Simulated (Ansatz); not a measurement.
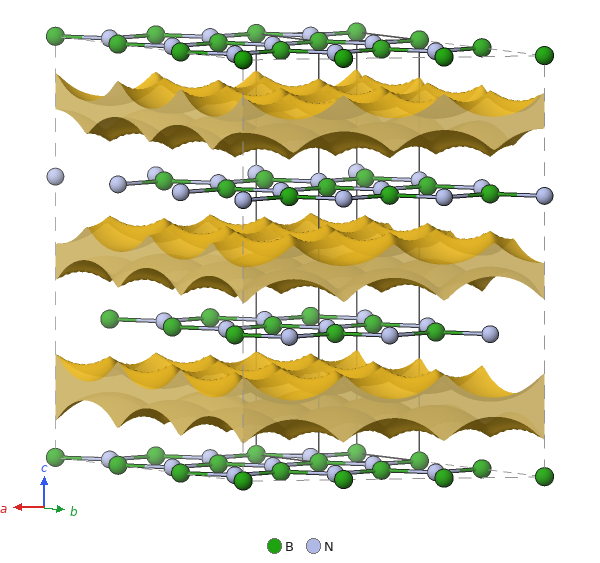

The yellow surface encloses the points that the centre of a probe sphere of radius 0.35 Å can occupy in BN (R3m, No. 160), computed on a grid of about 0.10 Å (3×3×1 cells shown, view from a free direction; pale faces close the region where the box cuts it).

Atoms are hard spheres with Shannon crystal radii (six-coordinate where tabulated): B 0.41 Å, N 1.32 Å.

The cell is taken from coordinates from a relaxation with Ansatz 0.2.0, DFT PBEsol, scalar-relativistic, plane waves, PAW.

```
CELL_PARAMETERS angstrom
2.50419 0.00000 0.00000
-1.25210 2.16870 0.00000
0.00000 0.00000 10.44459
ATOMIC_POSITIONS crystal
B 0.00000 0.00000 0.00038
N 0.66667 0.33333 0.00052
B 0.66667 0.33333 0.33371
N 0.33333 0.66667 0.33386
B 0.33333 0.66667 0.66704
N 0.00000 0.00000 0.66719
```

Do these regions connect?

Where they connect, they form a two-dimensional network in layers parallel to (001).

What share of the cell can the probe's centre reach?

About 21 % of the volume (12 Å³ of 56.7 Å³).

Give the largest included and the largest free sphere.

The largest sphere that fits anywhere has a diameter of 1.89 Å; the largest that can travel through the crystal, about 1.4 Å.

How does the connectivity change as the probe shrinks?

Below a radius of about 0.68 Å the space forms a two-dimensional network in layers parallel to (001). Below a radius of about 0.13 Å the space forms a three-dimensional network. These are grid estimates, good to about 0.05 Å.
